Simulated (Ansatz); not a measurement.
## Electronic structure of SiO$_{2}$ in real space

Input file:

```
crystal:
  lattice:
    - [2.6865491418, 0.0, 0.0]
    - [-1.3432745709, 2.3266198053, 0.0]
    - [0.0, 0.0, 4.6030312395]
  atoms:
    - { symbol: Si, position: [0.0, 0.0, 0.5] }
    - { symbol: O, position: [0.3333333333, 0.6666666667, 0.6989404799] }
    - { symbol: O, position: [0.6666666667, 0.3333333333, 0.3010595201] }
basis:
  ecutwfc: 420
kpoints:
  mp_grid: { grid: [12, 12, 6] }
  band_path:
    path:
      - [[0.0, 0.0, 0.0], [0.5, 0.0, 0.0], [0.33333333, 0.33333333, 0.0], [0.0, 0.0, 0.0], [0.0, 0.0, 0.5], [0.5, 0.0, 0.5], [0.33333333, 0.33333333, 0.5], [0.0, 0.0, 0.5]]
      - [[0.5, 0.0, 0.5], [0.5, 0.0, 0.0]]
      - [[0.33333333, 0.33333333, 0.5], [0.33333333, 0.33333333, 0.0]]
    npoints: 14
hamiltonian:
  xc: pbe
  dispersion: d3bj
scf:
  occupations: { method: gaussian, width: 0.02 }
  n_extra_bands: 7
output:
  forces: true
  stress: true
  eigenvalues: true
  populations: true
  dos: { projected: true, de: 0.02, nscf_kmesh: { grid: [18, 18, 9] } }
  bader: true
  write_density: true
  write_potential: true
  elf: true
  volumetric_format: npy
```

Command:

```sh
ansatz run input.yaml --threads 1 --pin off --max-ram 2560MiB --backend cpu --events-out ev --progress --plain --runs-dir out
```

Below, planes, directions and counts refer to the conventional cell (a = 2.69 Å, b = 2.69 Å, c = 4.60 Å, α = 90.00°, β = 90.00°, γ = 120.00°).

Space group P-3m1; a structure generated by program, which may or may not match a known phase.

Level of theory: Ansatz, DFT PBE+D3(BJ), scalar-relativistic, plane waves, PAW.

The density is the valence pseudo-density of a PAW calculation; it isn't the true density close to the nuclei.

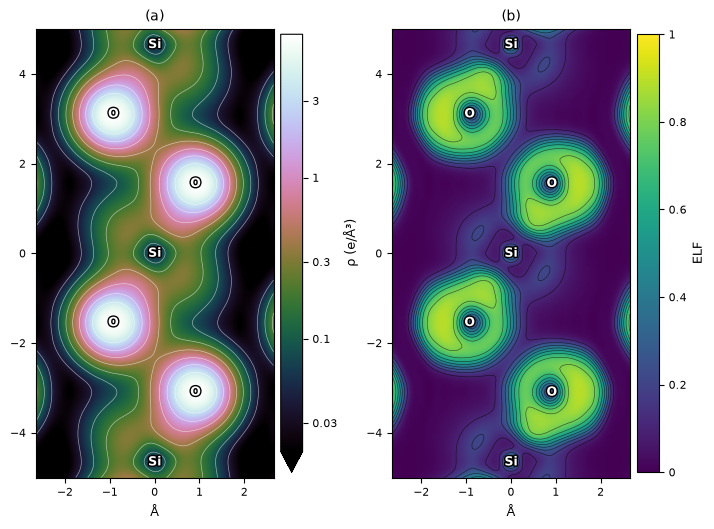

Figure 1. (a) valence charge density (pseudo); (b) ELF on the (110) plane of the conventional cell.

**Interpret the plot.**

The section cuts through Si and O sites.
Si–O (1.80 Å): the density is about 0.9 e/Å³ at the midpoint; the ELF peaks at about 0.85 between the atoms.
Between the atoms the lowest density in this plane is 0.01 e/Å³.
The ELF also peaks beside O, away from the bonds: lone-pair regions.

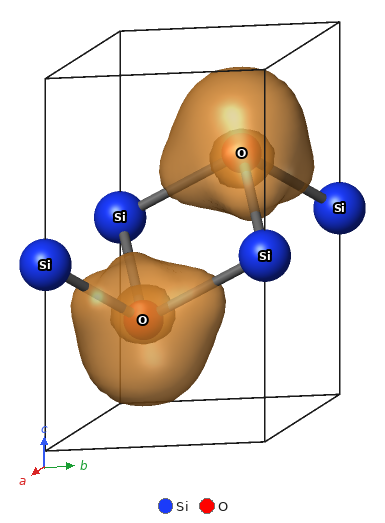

Figure 2. Isosurface of the electron localisation function at 0.7 (orange), seen slightly off an axis. Core shells and regions of very low density are left out. Sticks mark near contacts.

**Describe the localisation domains.**

At this value the surface marks out two regions on O in which the atom's valence shell and bonds are merged, counted in one cell of 3 atoms. Regions shared between cells count once.

**Does the calculation make it a metal, or give it a gap?**

It is gapped, with a Kohn–Sham gap of 6.2 eV on the k-point mesh (the band edges may lie off the mesh, which would make the gap smaller).

**What Bader charges does the calculation give?**

Electrons move from Si towards O. Bader charges: Si +3.24 and O −1.62 e.
